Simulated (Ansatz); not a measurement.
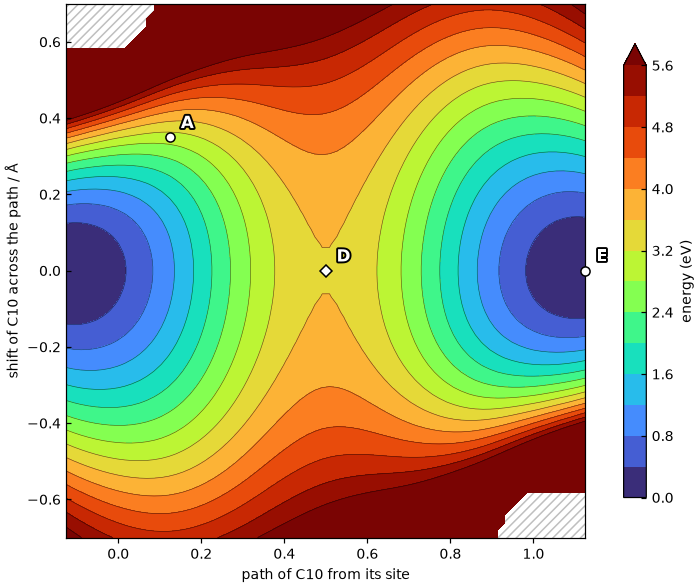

C (Fd-3m phase) with one C vacancy (15 atoms in the cell). An atom moved over a plane that holds its own site and a neighbouring vacancy (x along [2 −2 1] of the conventional cell). First axis: path of C10 from its site (0) to the vacancy (1), 1.539 Å. Second axis: shift of C10 across the path, along the Cartesian direction [−1 1 2]. Nothing is relaxed (all other atoms held at the sites of the perfect crystal). The scan uses an 11 × 9 grid; 48 points were computed and 47 follow by symmetry. At 4 points there is no value (left out of the scan, as a rule where atoms come close). Points are written as (first, second). Energies are in eV per cell, from the lowest grid point. Theory: DFT PBEsol, scalar-relativistic, plane waves, PAW (Ansatz 0.2.0). Settings: cutoff 420 eV, k-mesh 6×6×6, gaussian smearing 0.05 eV, no spin polarisation.

Drawn: filled contours, one colour for all values above the top of the scale, hatched blanks where no value was computed, lettered points. Between grid points the surface is interpolated.

> Rank the lettered points by energy, lowest first.

E (0.0 eV), A (3.0 eV), D (3.6 eV).

PAW datasets: the set soft_1.
